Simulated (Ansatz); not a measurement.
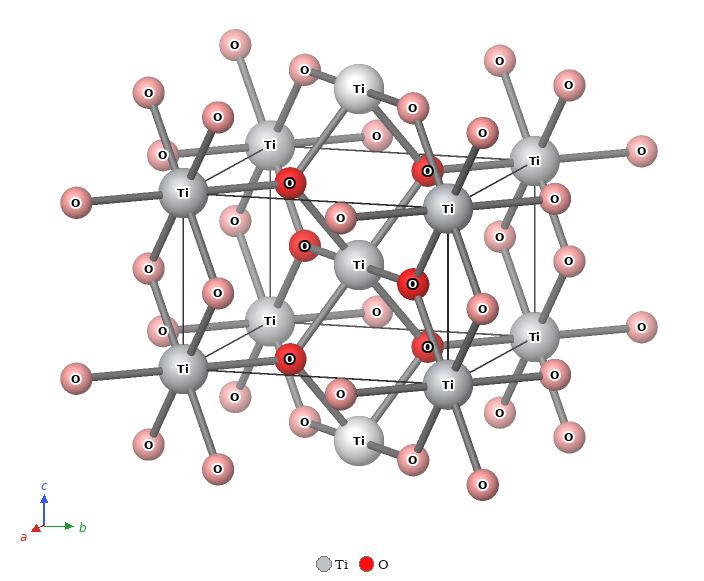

We look at a ball-and-stick model of the crystal slightly off an axis. The edges of the conventional unit cell are marked. Periodic images bonded to atoms of the box are shown as well, in fainter colours.

TiO$_{2}$, rutile, space group P4_2/mnm (No. 136), a = 4.597 Å, b = 4.597 Å, c = 2.954 Å, α = 90.00°, β = 90.00°, γ = 90.00°. The model was built from a structure listed in the Materials Project. Earlier steps of the study, as a rule a relaxation of our own, may have changed the cell and positions, so they can lie some per cent off the listed ones. An electronic-structure calculation with Ansatz was run on it.

This one geometry was computed with Ansatz (DFT, plane waves, PAW) at four levels of theory: PBE0, PBE, HSE06 and r2SCAN. It was relaxed beforehand with r2SCAN.

> Which level gives the highest pressure at this volume, and what does that say about its equilibrium volume?

Highest: PBE (5.2 GPa), which points to the largest equilibrium volume. Lowest, with the smallest volume: PBE0 (-2.9 GPa) and HSE06 (-2.8 GPa). Levels within 0.5 GPa of each other can't be told apart.

> How does the band gap change with the level of theory?

PBE: a gap of 1.89 eV, direct; r2SCAN: a gap of 2.22 eV, direct; HSE06: a gap of 3.38 eV, direct; PBE0: a gap of 4.14 eV, direct.

> Collect the results in a table.

| level | cutoff (eV) | k-mesh of the run's cell | gap (eV) | pressure (GPa) |
| --- | --- | --- | --- | --- |
| PBE0 | 420 | 4×4×6 | 4.14 | -2.9 |
| PBE | 420 | 6×6×8 | 1.89 | 5.2 |
| HSE06 | 420 | 4×4×6 | 3.38 | -2.8 |
| r2SCAN | 500 | 6×6×8 | 2.22 | 0.0 |

Gaps are taken on the k-mesh or band path of each run.
